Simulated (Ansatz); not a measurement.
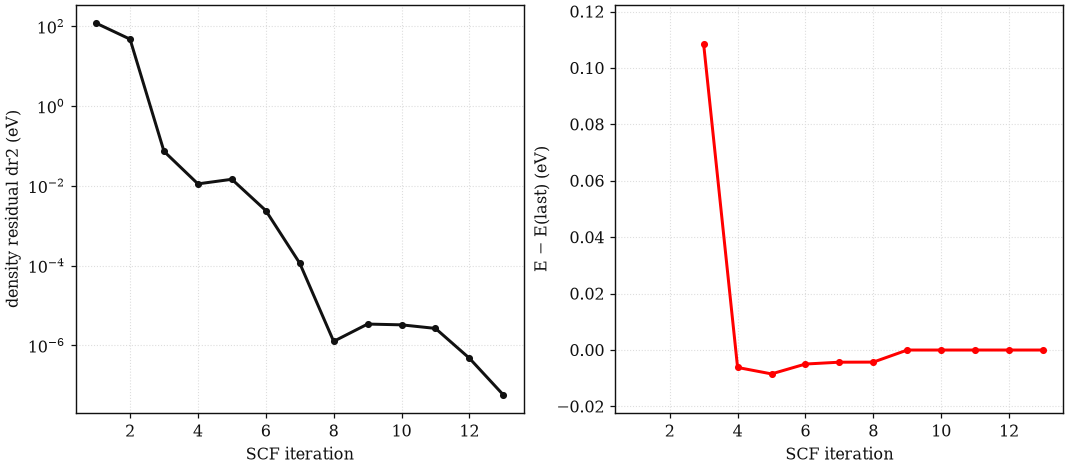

Convergence history. SCF iterations of a calculation: density residual dr2, Harris–Foulkes energy less its last value. The run: Ti2O (P-3m1, 3 atoms in the cell), by DFT PBEsol, scalar-relativistic, plane waves, PAW (Ansatz 0.2.0); cutoff 90 eV, 18×18×10 k-mesh, Gaussian smearing of 0.1 eV. The starting density is a sum of atomic densities corrected by a trained network. The first two energies lie far off the scale and aren't drawn.

It converged, after 13 iterations. The residual comes down, with one marked jump up, by a factor of about 3, at step 9. The residual starts near 100 and ends near 6 × 10⁻⁸ eV.
